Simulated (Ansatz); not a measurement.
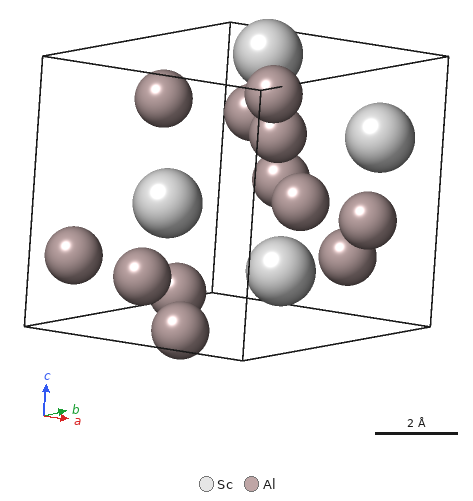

Starting frame of a dynamics run of an amorphous cell of composition ScAl3 (16 atoms in the cell). It starts from the last geometry of an earlier run, with fresh velocities. A spheres-only model of the simulation cell, seen from a free direction.

The calculation used DFT PBE, scalar-relativistic, plane waves, PAW (Ansatz 0.2.0).

Input file:
```yaml
crystal:
  lattice:
    - [7.024824, 0.200776, -0.009459]
    - [0.200776, 6.635876, 0.323421]
    - [-0.009459, 0.323421, 6.671066]
  atoms:
    - { symbol: Sc, position: [0.4482442921, 0.1942554891, 0.4886653083] }
    - { symbol: Sc, position: [0.7333573737, 0.4902670391, 0.2361666099] }
    - { symbol: Sc, position: [0.7702179339, 0.9334259137, 0.6788211231] }
    - { symbol: Sc, position: [0.4256368115, 0.7083589193, 0.9732166614] }
    - { symbol: Al, position: [0.1232501346, 0.5215765229, 0.7930123501] }
    - { symbol: Al, position: [0.9928777712, 0.6320764772, 0.4387662433] }
    - { symbol: Al, position: [0.1869903996, 0.3950469396, 0.1593501613] }
    - { symbol: Al, position: [0.9203275097, 0.1649517045, 0.9552839335] }
    - { symbol: Al, position: [0.4700910744, 0.2831020112, 0.0098685482] }
    - { symbol: Al, position: [0.986536034, 0.2703201595, 0.5518493755] }
    - { symbol: Al, position: [0.0286906979, 0.7773447352, 0.0349319535] }
    - { symbol: Al, position: [0.7005767562, 0.4633246723, 0.7429069875] }
    - { symbol: Al, position: [0.6553768413, 0.9380864571, 0.2234283707] }
    - { symbol: Al, position: [0.1934776821, 0.9254673263, 0.7007036666] }
    - { symbol: Al, position: [0.4745086293, 0.7670554697, 0.5076085769] }
    - { symbol: Al, position: [0.1966941369, 0.0060850555, 0.2877282528] }
  symmetry: { detect: false }
basis:
  ecutwfc: 420
  xc_grid: 1
kpoints:
  mp_grid: { grid: [1, 1, 1], shift: [0.25, 0.25, 0.25] }
hamiltonian:
  xc: pbe
scf:
  occupations: { method: fermi_dirac, width: 0.05 }
  lower_state_search: "off"
  convergence: { dr2_threshold: 1.0e-05 }
output:
  forces: true
  stress: true
md:
  timestep: 3.0
  n_steps: 100
  ensemble: nvt_langevin
  friction: 0.015
  temperature: 300.0
  initial_velocities: maxwell_boltzmann
  seed: 81368
```

Command:
```bash
ansatz run input.yaml --threads 2 --pin off --max-ram 5120MiB --backend cpu --events-out ev --progress --plain --runs-dir out
```

### Predict how the run goes.

The mean temperature in the second half is 350 K (standard deviation 73 K). The potential energy in the second half lies on average 92.4 meV per atom below the first frame. The first frame is far from relaxed (forces up to 2.7 eV/Å), so much of the motion is the structure settling. The mean pressure there is −0.7 GPa. Root-mean-square distances from the starting positions over the second half, with the common drift of all atoms taken out: Sc 0.39 Å, Al 0.34 Å. That is small against the typical shortest distance between atoms in the first frame, about 2.5 Å: the atoms vibrate about their sites and the arrangement holds.

Along the run (each row but the first and the last is the mean over the interval that it begins):

| time (fs) | potential energy (meV/atom) | T (K) | p (GPa) |
| --- | --- | --- | --- |
| 0.0 | 0.0 | 281 | 2.3 |
| 30.0 | -76.7 | 405 | -0.5 |
| 60.0 | -84.4 | 371 | -1.1 |
| 90.0 | -76.0 | 348 | -1.0 |
| 120.0 | -84.0 | 306 | -1.0 |
| 150.0 | -103.0 | 422 | -1.0 |
| 180.0 | -85.4 | 244 | -0.2 |
| 210.0 | -84.5 | 370 | -0.2 |
| 240.0 | -97.5 | 374 | -0.9 |
| 270.0 | -92.2 | 345 | -0.9 |
| 300.0 | -89.1 | 300 | -1.0 |

The paths of the atoms:

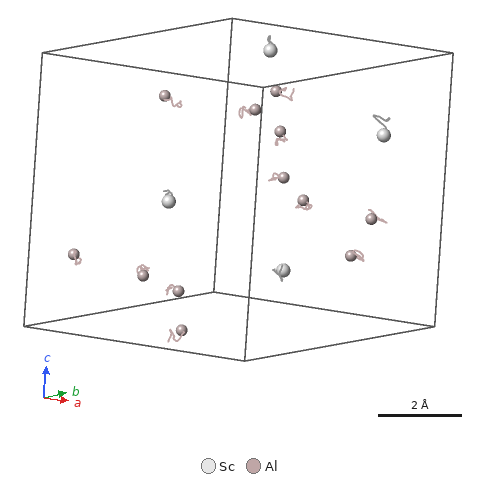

Limits of the set-up: the k-point mesh is coarse for a cell with partly filled bands; the periodic images lie only 6.6 Å apart, so the values are limited by the cell's size.

Cost: 3.5 min on 2 threads of Intel(R) Xeon(R) Processor @ 2.50GHz (Skylake/Cascade Lake), with other jobs on the host, peak memory 0.45 GiB.
